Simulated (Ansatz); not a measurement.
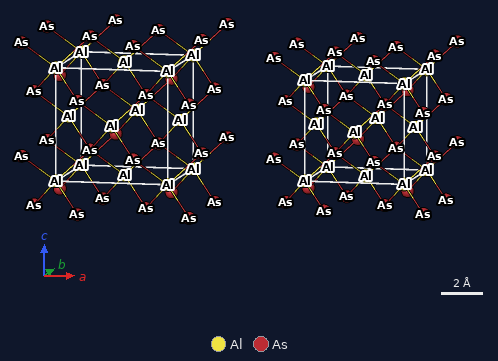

Two geometries of a crystal of AlAs (a generated structure, set up in F-43m) (coarse preliminary run), drawn at one scale. One is the start of a relaxation, the other its converged end. A ball-and-stick model of the conventional cell (4 times the calculation's cell), seen slightly off an axis. Lengths and directions refer to the drawn axes.

Theory: DFT PBE, scalar-relativistic, plane waves, PAW (Ansatz 0.2.0). (plane-wave cutoff 420 eV; k-point mesh 6 × 6 × 6; occupations gaussian; smearing width 0.1 eV; no spin polarisation; cell and atoms relaxed; force threshold 0.05 eV/Å; at most 60 steps)

Which geometry has the lower energy?

Answer. The left one is the relaxed one. Case: N → As on all its sites, cell and atoms relaxed. No atom moves by more than 0.005 Å relative to the cell. Cell: a = b = c 5.089 → 5.727 Å (+12.5 %). Volume +42.5 %. Near-neighbour distances that change, for instance: Al–As 2.204 → 2.480 Å. The space group stays F-43m (No. 216). Over 5 accepted moves (7 points after the start) the energy falls by 811 meV per atom. All forces vanish by symmetry, so only the cell relaxes. Pressure: 49.93 GPa at the start and 0.07 GPa at the end. At 2 points the geometry stayed and the basis and grid were re-selected for the new cell (energy shift of 11.9 meV per atom at most each time).
